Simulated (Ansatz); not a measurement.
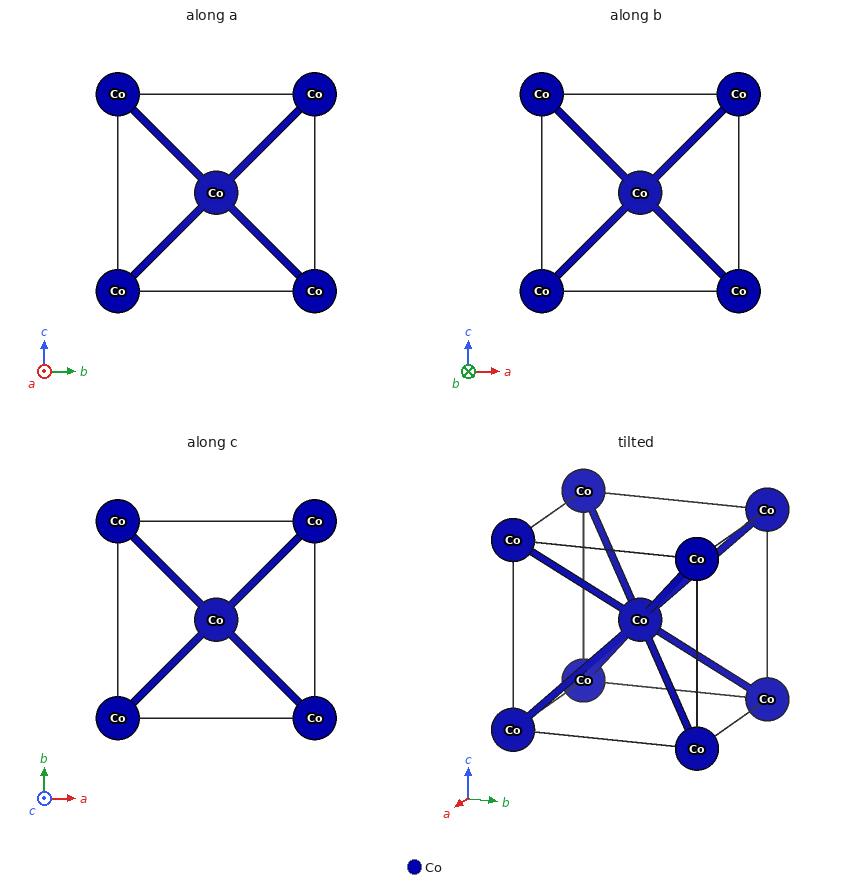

This ball-and-stick model is shown along the a axis, along the b axis, along the c axis and slightly off an axis. The lines enclose the conventional unit cell; boundary atoms appear with their images.

Lattice parameters: a = 2.726 Å, b = 2.726 Å, c = 2.726 Å, α = 90.00°, β = 90.00°, γ = 90.00°. Put a along x and b in the xy plane.

### From the views, write a POSCAR file.

```
Co
1.0
     2.726    0.000    0.000
     0.000    2.726    0.000
     0.000    0.000    2.726
Co
2
Direct
  0.0000 0.0000 0.0000
  0.5000 0.5000 0.5000
```

The model was built from a structure type filled with this element by a generator (whether the element takes this form wasn't checked). The geometry is the end of a relaxation with Ansatz, DFT, PBEsol, plane waves (420 eV) with PAW, scalar-relativistic.
